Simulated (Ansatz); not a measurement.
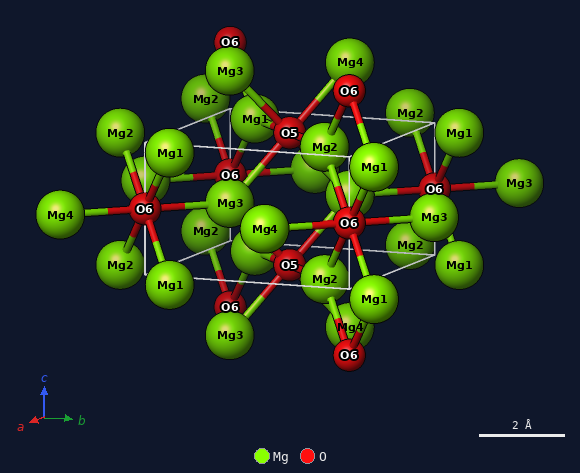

This is the input geometry for a relaxation of crystalline Mg2O (built on the random type) (coarse preliminary run). A ball-and-stick model of the cell of the calculation, seen slightly off an axis.

Case: random cell with space group P4_2nm (No. 102).

Level of theory: DFT PBE, scalar-relativistic, plane waves, PAW in Ansatz.

Input file:
```yaml
crystal:
  lattice:
    - [5.2122651561, 0.0, 0.0]
    - [0.0, 5.2122651561, 0.0]
    - [0.0, 0.0, 3.1568590149]
  atoms:
    - { symbol: Mg, position: [0.2074765518, 0.2074765518, 0.0] }
    - { symbol: Mg, position: [0.7925234482, 0.7925234482, 0.0] }
    - { symbol: Mg, position: [0.7074765518, 0.2925234482, 0.5] }
    - { symbol: Mg, position: [0.2925234482, 0.7074765518, 0.5] }
    - { symbol: O, position: [0.5, 0.5, 0.0] }
    - { symbol: O, position: [0.0, 0.0, 0.5] }
basis:
  ecutwfc: 420
kpoints:
  mp_grid: { grid: [4, 4, 6] }
hamiltonian:
  xc: pbe
scf:
  occupations: { method: gaussian, width: 0.1 }
  lower_state_search: "off"
output:
  forces: true
  stress: true
  eigenvalues: true
relax:
  adjacent_minimum: "off"
  f_tol: 0.04
  max_steps: 70
  cell: { stress_tol: 0.4 }
```

Launched with:
```bash
ansatz run input.yaml --threads 1 --pin off --max-ram 2560MiB --backend cpu --events-out ev --progress --plain --runs-dir out
```

Q: What does the optimiser find from here?

A: The energy falls by 0.6 meV per atom in 2 accepted moves (3 points after the start). The largest force component goes from 0.0059 to 0.021 eV/Å. The pressure goes from 0.21 to 0.05 GPa. At 1 point the geometry stayed and the basis and grid were re-selected for the new cell (energy shift of 0.1 meV per atom at most each time). No atom moves by more than 0.005 Å relative to the cell. The drawn cell changes as follows: a = b 5.212 → 5.233 Å (+0.4 %), c 3.157 → 3.137 Å (−0.6 %); the volume changes by +0.1 %. Near-neighbour distances that change, for instance: Mg1–O5 2.156 → 2.161 Å. The space group stays P4_2/mnm (No. 136).

Step by step:

```
step  E − E(0), meV/atom  largest force component, eV/Å  pressure, GPa  volume, Å³/atom                      note
   0                0.00                         0.0059           0.21           14.294                          
   1               -0.28                         0.0438           0.07           14.300                          
   2               -0.52                         0.0206           0.04           14.314                          
   3               -0.57                         0.0207           0.05           14.314  same geometry, new basis
```

Final geometry:

```xyz
6
Lattice="5.2326 0.0000 0.0000 0.0000 5.2326 0.0000 0.0000 0.0000 3.1368" Properties=species:S:1:pos:R:3 pbc="T T T"
Mg    1.0883    1.0883    0.0000
Mg    4.1443    4.1443    0.0000
Mg    3.7046    1.5280    1.5684
Mg    1.5280    3.7046    1.5684
O     2.6163    2.6163    0.0000
O     5.2326    5.2326    1.5684
```
